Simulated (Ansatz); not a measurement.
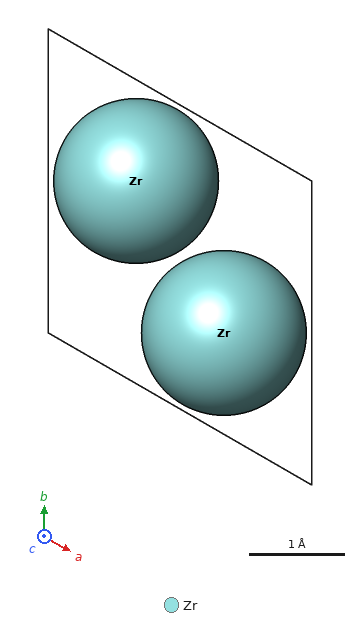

**Figure 1.** The structure (spheres-only view of the cell of the calculation, along the c axis).

**Run report: Zr, field-gradient calculation**

- system: Zr (P6₃/mmc, 2 atoms in the cell)
- method: DFT, PBEsol, PAW with Ansatz's default frozen-core files, scalar-relativistic, no spin polarisation (Ansatz 0.2.0)

The structure derives from an entry of the Crystallography Open Database. It belongs to a series of runs on one base structure; here: equal xx and yy strain of -1 %, PAW files.

What the program printed
```
Zr: output.efg is read without spin–orbit coupling, which moves field gradients at and beside such atoms by some per cent and up to a factor of two; PAW files take it under magnetization.noncollinear and magnetization.spin_orbit
Engine: ansatz 0.2.0, x86_64-unknown-linux-gnu
Pseudopotentials: kind: paw
Pseudopotential: Zr, paw, valence charge 12, recommended cutoff 420 eV (normal), Zr.paw.azcp
Functional definition: PBEsol
  exchange = pbesol_x
  correlation = pbesol_c
Crystal: 2 atoms, lattice volume = 45.635 Å³
Basis set: ecut = 420 eV, 905 PW (Γ), exchange–correlation on 48×48×72 points (8 copies of the dense FFT grid, shifted against one another)
Bands: 16, of which v1, the nominal top of the filled ones, is band 12 counted from 1 (11 counted from 0)
Symmetry: 24 space group operations
Space group: P63/mmc (ITA 194), of the structure as read, at distance tolerance 3.6e-5 Å
k-points: 84 of 1183
Non-local potential: Zr, projectors of the file, l = 0: 3, l = 1: 2, l = 2: 2, l = 3: 2
PAW form: soft (Blöchl's): semilocal exchange-correlation on the pseudo side does not see the compensation charge
PAW frozen core: Zr, regenerated for the run's functional, and the local potential with it (the file was generated under x = pbe(κ = 0.804, μ = 0.2195149727645171), c = pbe(β = 0.06672455060314922))
PAW one-centre angular grid: Zr, 590 points (default); XC on 64 Gauss nodes
Initial density: superposition of atomic densities (neutral atoms: chi_scale 0, normalization atom), corrected by the library's trained network
Initial wavefunctions: pseudopotential atomic-orbital guess
Functional: x = pbesol(κ = 0.804, μ = 0.12345679012345678), c = pbesol(β = 0.046)
SCF iter   1: F=—  HF=-8257.290296 eV  |F-HF|=—  |Δ(HF+E_count)|=         —  Δρ=3.26e-3  dr2=1.82e-3  ethr=1.77e-3  ⟨swp⟩=4.8  Hψ=5732  notcnv=0
preconditioner: auto → Kerker (q_TF=auto, 2.451 Å⁻¹)  [metal: Δε(μ)=0.018 eV  Ē_g=3.206 eV  σ=0.080 eV  W_gap=0.06  n_scr=10 (ndim 8)  ℏωp=15.5 eV  f_vac=0.000  D(μ)=2.08/eV (n_scr^D=22)]
SCF iter   2: F=—  HF=-8257.289190 eV  |F-HF|=—  |Δ(HF+E_count)|=   1.11e-3  Δρ=1.89e-3  dr2=5.74e-4  ethr=7.58e-6  ⟨swp⟩=2.6  Hψ=2894  notcnv=0
SCF iter   3: F=—  HF=-8257.289315 eV  |F-HF|=—  |Δ(HF+E_count)|=   1.26e-4  Δρ=1.95e-4  dr2=1.33e-5  ethr=2.39e-6  ⟨swp⟩=2.3  Hψ=1674  notcnv=0
SCF iter   4: F=—  HF=-8257.289309 eV  |F-HF|=—  |Δ(HF+E_count)|=   5.80e-6  Δρ=7.54e-5  dr2=1.60e-6  ethr=5.56e-8  ⟨swp⟩=2.8  Hψ=2324  notcnv=0
iter 5 did not close the SCF: its close was put off for the readings that it lacked (scf_convergence_deferred on its scf_iter line)
SCF iter   5: F=-8257.289309 eV  HF=-8257.289309 eV  |F-HF|=7.55e-9  |Δ(HF+E_count)|=   2.91e-7  Δρ=9.09e-6  dr2=2.92e-8  ethr=6.67e-9  ⟨swp⟩=2.0  Hψ=2202  notcnv=0
SCF iter   6: F=-8257.289309 eV  HF=-8257.289309 eV  |F-HF|=1.11e-9  |Δ(HF+E_count)|=   4.61e-9  Δρ=2.87e-6  dr2=2.24e-9  ethr=1.22e-10  ⟨swp⟩=5.0  Hψ=7034  notcnv=0
SCF 1 converged in 6 iterations: F = -8257.289309 eV  dr2 = 2.24e-9
  greatest PAW one-centre occupation: 0.997 electrons in one spin orbital (limit 2), on the Zr atom at site 1 (counted from 0), in its partial waves of l = 0
```

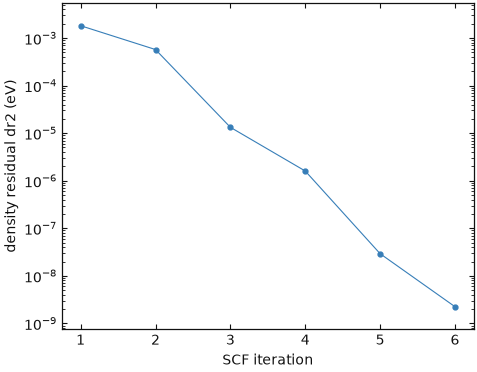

**Figure 2.** Convergence of the self-consistent field: density residual dr2 against the SCF iteration. The residual falls at every step.

```
SCF converged after 6 iterations
Free energy (F): -8257.289309 eV
Harris-Foulkes:  -8257.289309 eV  (|F-HF|=1.11e-9)
Internal energy: -8257.244239 eV  (E = F + TS)
E sigma→0 (E₀):  -8257.266774 eV
Entropy (-TS):   -0.045070 eV (-22.535 meV/atom)
Fermi energy:    14.186658 eV
--- Per-component energies (eV) ---
  E_band       = -187.120036
  E_kinetic    = 665.931925
  E_local      = -1237.574301  (includes V_loc(G=0)·N_el)
  E_nonlocal   = 164.640193
  E_hartree    = 381.940917
  E_xc         = -320.594827
  E_vxc        = -380.262670  (∫ρ·V_xc dr)
  E_paw        = -5800.549581  (= ΣΔE_a)
  E_vpaw       = -163.735954  (= ΣTr[D̂ρ^β])
  E_aug_tail   = 0.000047  (compensation charges beyond the density's cutoff)
  E_ewald      = -2111.370052
  E_core_change = 0.331441  (= ΣΔE_core)
  E_smearing   = -0.045070  (= −TS)
  E_closure    = 0.000000  (closes the sum)
  Σ components = -8257.289309   (vs F -8257.289309, Δ=0.00e0)
--- Forces (eV/Å), atoms counted from 1 ---
  atom   1  Zr     0.00000000    -0.00000000     0.00000000
  atom   2  Zr    -0.00000000     0.00000000     0.00000000
  max |Σ_I F_I| component: 9.25e-18 eV/Å
--- Stress (GPa, compression-positive) ---
       -1.472235       0.000000       0.000000
        0.000000      -1.472235       0.000000
        0.000000       0.000000      -1.533865
  P = ⅓ Tr σ = -1.4928 GPa (-14.928 kbar)
--- PAW observables at the nuclei: V_zz in 10²¹ V/m², potentials from the cell's mean, atoms counted from 1 ---
  atom   1  Zr V_zz =    +3.855848   η = 0.0000   by run symmetry: allowed
            electrostatic potential = -5928.658591 V   contact ρ = 489731.130382 e/Å³
  atom   2  Zr V_zz =    +3.855848   η = 0.0000   by run symmetry: allowed
            electrostatic potential = -5928.658591 V   contact ρ = 489731.130382 e/Å³
--- Band table (eV; the first three rows and the last of 84) ---
  k-point 0: bands = ["-34.4795", "-34.3156", "-13.0626", "-12.1301", "-12.1301", "-11.9975", "-11.9857", "-11.9857", "8.4994", "11.1033", "15.0790", "15.0790", "15.1366", "15.3857", "15.7699", "15.7699"]
  k-point 1: bands = ["-34.4715", "-34.3239", "-13.0133", "-12.1231", "-12.1231", "-12.0541", "-11.9929", "-11.9929", "8.6718", "11.0912", "14.9994", "14.9994", "15.0062", "15.0738", "15.6466", "15.6466"]
  k-point 2: bands = ["-34.4491", "-34.3469", "-12.8734", "-12.2105", "-12.1032", "-12.1032", "-12.0131", "-12.0131", "9.1569", "10.9667", "14.4834", "14.6768", "14.9052", "14.9052", "15.3712", "15.3712"]
  k-point 83: bands = ["-34.2919", "-34.2883", "-12.8274", "-12.8203", "-12.6001", "-12.5310", "-12.1871", "-12.1702", "12.4577", "12.5367", "13.1164", "13.1217", "14.1394", "14.2520", "16.0384", "16.5136"]
```

File v_z.tsv
```
# z_ang	v_es[eV]	v_tot[eV]
# format = ansatz-planar-average/11
# xc	pbesol
# density_cutoff_ev	1680
# datasets	Zr=:simpson_from_first_knot:soft:shift=-755746
# lattice	3.199678240	-0.000000000	0.000000000
# lattice	-1.599839120	2.771002640	0.000000000
# lattice	0.000000000	0.000000000	5.147000000
# sites	2
# site	40	0.000000000	1.847335093	1.286750000
# site	40	1.599839120	0.923667547	3.860250000
0.000000	1.393409e1	4.637700e0
0.142972	1.360697e1	4.268294e0
0.285944	1.259675e1	3.033755e0
0.428917	1.080372e1	7.430373e-1
0.571889	8.096512e0	-2.685111e0
0.714861	4.728483e0	-6.883793e0
0.857833	1.317932e0	-1.109339e1
1.000806	-1.539935e0	-1.458760e1
1.143778	-3.421835e0	-1.686069e1
1.286750	-4.079909e0	-1.764730e1
1.429722	-3.421835e0	-1.686069e1
1.572694	-1.539935e0	-1.458760e1
1.715667	1.317932e0	-1.109339e1
1.858639	4.728483e0	-6.883793e0
2.001611	8.096512e0	-2.685111e0
2.144583	1.080372e1	7.430373e-1
2.287556	1.259675e1	3.033755e0
2.430528	1.360697e1	4.268294e0
2.573500	1.393409e1	4.637700e0
2.716472	1.360697e1	4.268294e0
2.859444	1.259675e1	3.033755e0
3.002417	1.080372e1	7.430373e-1
3.145389	8.096512e0	-2.685111e0
3.288361	4.728483e0	-6.883793e0
3.431333	1.317932e0	-1.109339e1
3.574306	-1.539935e0	-1.458760e1
3.717278	-3.421835e0	-1.686069e1
3.860250	-4.079909e0	-1.764730e1
4.003222	-3.421835e0	-1.686069e1
4.146194	-1.539935e0	-1.458760e1
4.289167	1.317932e0	-1.109339e1
4.432139	4.728483e0	-6.883793e0
4.575111	8.096512e0	-2.685111e0
4.718083	1.080372e1	7.430373e-1
4.861056	1.259675e1	3.033755e0
5.004028	1.360697e1	4.268294e0
```

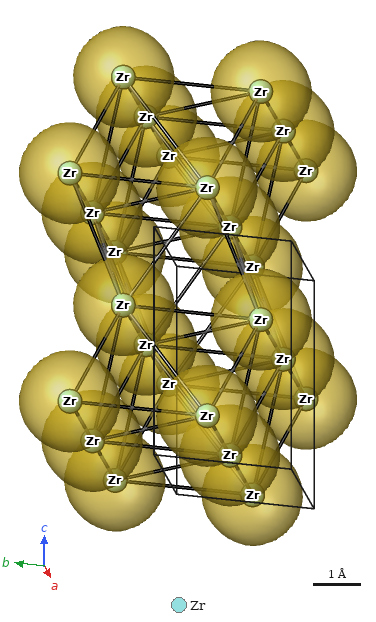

**Figure 3.** Isosurface of the valence electron density at 0.4 e/Å³ (yellow), seen at an oblique angle. Sticks mark near contacts. The outline is the cell set on symmetry axes. At this value the density breaks into separate islands; it holds about 70 % of the electrons treated as valence (semicore included). It is pinched off along the Zr–Zr (3.17 Å) contacts. On the grid the lowest density along these lines, outside the cores, is 0.17 e/Å³ (Zr–Zr, 3.17 Å). The fields are those of the smooth PAW valence density.

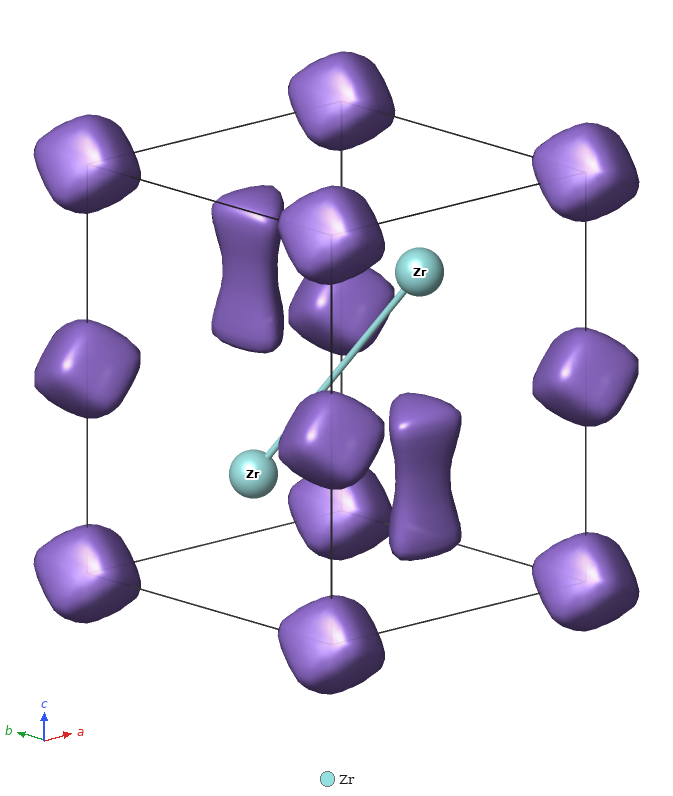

**Figure 4.** Isosurface of the electron localisation function at 0.55 (purple), seen at an oblique angle. Only the valence region is drawn (cores and ρ < 0.01 e/Å³ removed). Sticks mark near contacts. The outline is the cell set on symmetry axes. Along the contacts the grid gives the following. Zr–Zr (3.17 Å): the ELF is about 0.20 at the midpoint (no localised pair between them).

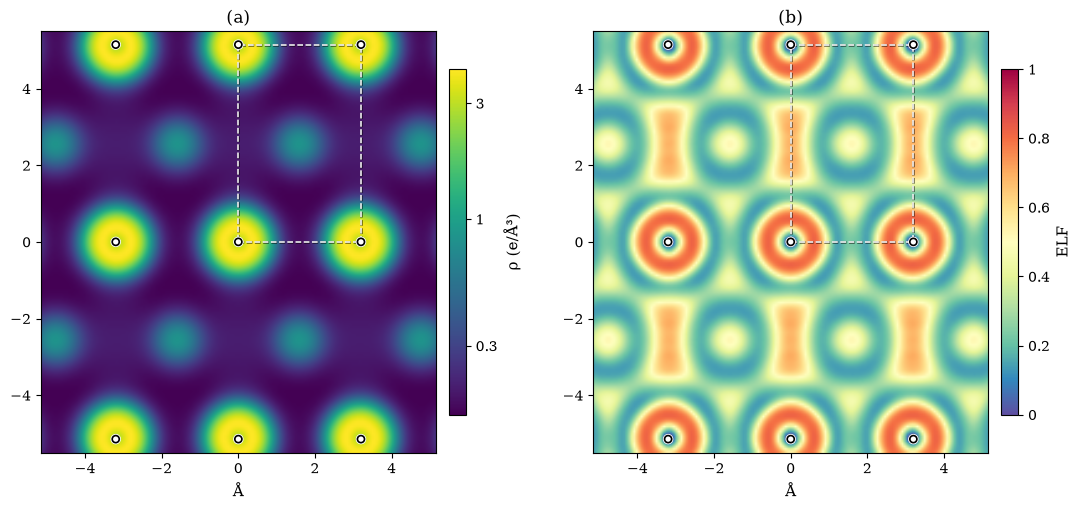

**Figure 5.** (a) valence electron density; (b) ELF on the (010) plane of the conventional cell. Circles mark the nuclei in the plane (Zr). Atoms in the plane: Zr. Away from the nuclei the density in this plane falls to 0.16 e/Å³ at its lowest.The strong features right at Zr lie inside the PAW spheres (semicore, d or f shells) and say nothing about bonding.

This output came from the following input.

Input file
```yaml
crystal:
  lattice:
    - [3.1996782403, 0.0, 0.0]
    - [-1.5998391201, 2.7710026399, 0.0]
    - [0.0, 0.0, 5.147]
  atoms:
    - { symbol: Zr, position: [0.3333333333, 0.6666666667, 0.25] }
    - { symbol: Zr, position: [0.6666666667, 0.3333333333, 0.75] }
kpoints:
  mp_grid: { grid: [13, 13, 7] }
scf:
  occupations: { method: fermi_dirac, width: 0.08 }
hamiltonian:
  xc: pbesol
  pseudopotentials: { kind: paw }
output:
  forces: true
  stress: true
  eigenvalues: true
  efg: { contact_densities: true }
  write_density: true
  write_potential: true
  elf: true
  volumetric_format: npy
```

Launched with:
```bash
ansatz run input.yaml --threads 1 --pin off --max-ram 3072MiB --backend cpu --events-out ev --progress --plain --runs-dir out
```

Key numbers

- outcome: converged
- space group (tolerance 0.01 Å): P6₃/mmc (194)
- electrons treated: 24
- free energy: −8257.2893 eV
- Fermi energy: 14.187 eV
- pressure: −1.49 GPa
- field gradient V_zz (10²¹ V/m²): Zr 3.86, Zr 3.86
- largest force (length of the vector): under 0.001 eV/Å
- hardware: 1 thread of Intel Xeon (Sapphire Rapids), 64 GiB of memory available, shared host
- wall time: 4.9 s
- peak memory: 0.44 GiB

Remarks

Warnings of the run: the field gradients leave out spin–orbit coupling.
